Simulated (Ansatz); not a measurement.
CuO: several calculations on one system

## 1. Relaxation

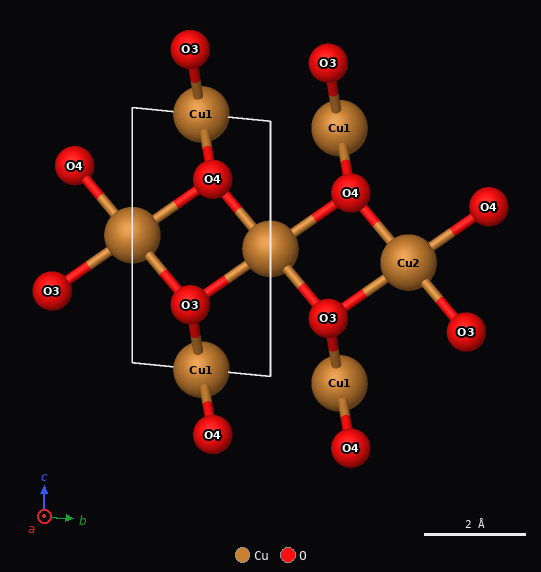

Starting structure of crystalline CuO (set up in C2/c). The picture is a ball-and-stick view of the cell of the calculation, repeated 1 × 2 × 1 with one cell outlined, seen along the a axis.

Case: the database's cell, atoms relaxed.

Theory: DFT PBE, scalar-relativistic, plane waves, PAW (Ansatz 0.2.0).

The input:
```yaml
crystal:
  lattice:
    - [2.34185, -1.7113, 0.0]
    - [2.34185, 1.7113, 0.0]
    - [-0.8500274268, 0.0, 5.0578693947]
  atoms:
    - { symbol: Cu, position: [0.0, 0.5, 0.0] }
    - { symbol: Cu, position: [0.5, 0.0, 0.5] }
    - { symbol: O, position: [0.5816, 0.4184, 0.25] }
    - { symbol: O, position: [0.4184, 0.5816, 0.75] }
basis:
  ecutwfc: 420
kpoints:
  mp_grid: { grid: [16, 16, 8] }
hamiltonian:
  xc: pbe
scf:
  occupations: { method: gaussian, width: 0.1 }
output:
  forces: true
  stress: true
  eigenvalues: true
relax:
  adjacent_minimum: "off"
  f_tol: 0.01
  max_steps: 40
```

Run as
```bash
ansatz run input.yaml --threads 1 --pin off --max-ram 2560MiB --backend cpu --events-out ev --progress --plain --runs-dir out
```

Where does the relaxation end?

The largest moves, 0.052 Å, are those of O3 and O4. O3 goes along [−1 1 0]. Cu stays in place. The lattice vectors keep their values. Among the contacts that change: Cu1–O3 1.951 → 1.921 Å, Cu1–O3 (another image) 1.961 → 1.977 Å. Among the angles between lasting bonds that change: Cu1–O3–Cu2 145.8° → 142.9°, Cu1–O3–Cu2 108.8° → 111.4°. The space group stays C2/c (No. 15). The energy falls by 3.5 meV per atom in 3 accepted moves (4 points after the start). The largest force component goes from 0.27 to 0.0008 eV/Å. 1 step only repeated the SCF at the same geometry. Cost: 2.4 min on 1 thread of Arm Neoverse V1 (shared host), peak memory 0.72 GiB.

Step by step:

```json
{"step": "0", "E − E(0), meV/atom": "0.00", "largest force component, eV/Å": "0.2668", "note": ""}
{"step": "1", "E − E(0), meV/atom": "-1.16", "largest force component, eV/Å": "0.2196", "note": ""}
{"step": "2", "E − E(0), meV/atom": "-3.49", "largest force component, eV/Å": "0.0108", "note": ""}
{"step": "3", "E − E(0), meV/atom": "-3.49", "largest force component, eV/Å": "0.0108", "note": "same geometry, SCF repeated"}
{"step": "4", "E − E(0), meV/atom": "-3.50", "largest force component, eV/Å": "0.0008", "note": ""}
```

After the run, drawn alike:

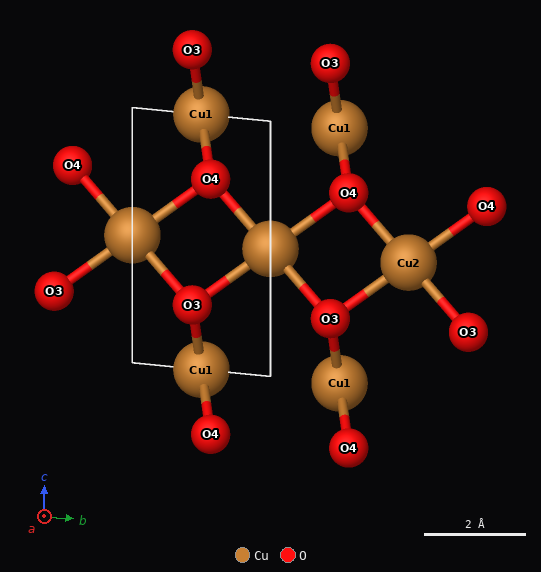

## 2. Relaxation

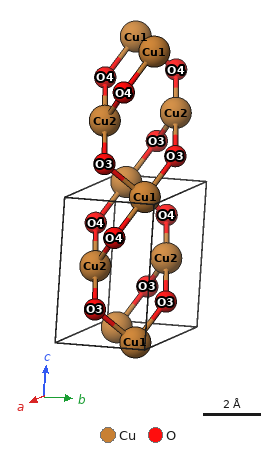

Solid CuO (set up in C2/c), before the relaxation. Style: ball-and-stick. Shown: the conventional cell (2 times the calculation's cell), repeated 1 × 1 × 2 with one cell outlined, slightly off an axis. Lengths and directions refer to the drawn axes.

Level of theory: DFT PBE, scalar-relativistic, plane waves, PAW (Ansatz).

The input:
```yaml
crystal:
  lattice:
    - [2.34185, -1.7113, 0.0]
    - [2.34185, 1.7113, 0.0]
    - [-0.8500274268, 0.0, 5.0578693947]
  atoms:
    - { symbol: Cu, position: [0.0, 0.5, 0.0] }
    - { symbol: Cu, position: [0.5, 0.0, 0.5] }
    - { symbol: O, position: [0.5816, 0.4184, 0.25] }
    - { symbol: O, position: [0.4184, 0.5816, 0.75] }
basis:
  ecutwfc: 420
kpoints:
  mp_grid: { grid: [16, 16, 8] }
hamiltonian:
  xc: pbe
scf:
  occupations: { method: gaussian, width: 0.1 }
output:
  forces: true
  stress: true
  eigenvalues: true
relax:
  adjacent_minimum: "off"
  f_tol: 0.005
  max_steps: 80
  cell: { stress_tol: 0.05 }
```

Launched with:
```bash
ansatz run input.yaml --threads 1 --pin off --max-ram 2560MiB --backend cpu --events-out ev --progress --plain --runs-dir out
```

### Where does the relaxation end?

Over 15 accepted moves (20 points after the start) the energy falls by 53.4 meV per atom. Largest force component: 0.27 eV/Å at the start, 0.00023 eV/Å at the end. The pressure goes from 5.72 to 0.00 GPa. At 5 points the geometry stayed and the basis and grid were re-selected for the new cell (energy shift of 11.9 meV per atom at most each time). The largest moves relative to the cell, 0.34 Å, are those of O3 and O4. O4 goes along −b. Cu stays in place. Cell: a 4.684 → 4.176 Å (−10.8 %), b 3.423 → 4.165 Å (+21.7 %), c 5.129 → 5.151 Å (+0.4 %), β 99.5° → 90.0°. Volume +10.5 %. Near-neighbour distances that change, for instance: Cu1–O3 1.951 → 1.958 Å. Bond angles that change, for instance: Cu1–O4–Cu2 145.8° → 115.8°, Cu1–O4–Cu2 104.0° → 115.5°, Cu1–O4–Cu2 108.8° → 115.7°. The space group (tolerance 0.01 Å) goes from C2/c (No. 15) to Cccm (No. 66). Cost: 13 min on 1 thread of Arm Neoverse V1 (shared host), peak memory 0.78 GiB.

After the run, drawn alike:

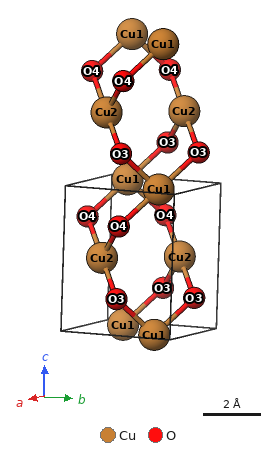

## 3. A change

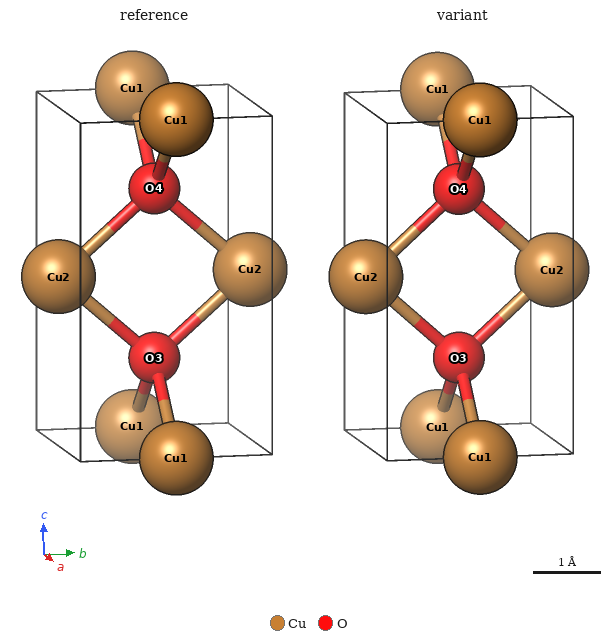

Left: solid CuO. Right: the same structure after one change, at the same scale. A ball-and-stick model of the cell of the calculation, seen slightly off an axis.

Method: Ansatz 0.2.0, DFT PBE, scalar-relativistic, plane waves, PAW. Set-up: plane-wave cutoff 420 eV; k-point mesh 14 × 14 × 8; occupations gaussian; smearing width 0.1 eV; no spin polarisation.

> What distinguishes the right structure from the left one?

The volume is changed by −6.0 %. The cell's shape and the atoms are relaxed at that volume.

> And its effect?

Energy change: +18.9 meV per atom. Pressure: 0.0 GPa before, 9.5 GPa after. Cell: a = b 2.949 → 2.864 Å (−2.9 %), c 5.151 → 5.133 Å (−0.3 %). Volume −6.0 %. The atoms keep their places relative to the cell (all moves are under 0.005 Å). Near-neighbour distances before and after: Cu–O 1.958 → 1.923 Å. The space group stays Cccm (No. 66).
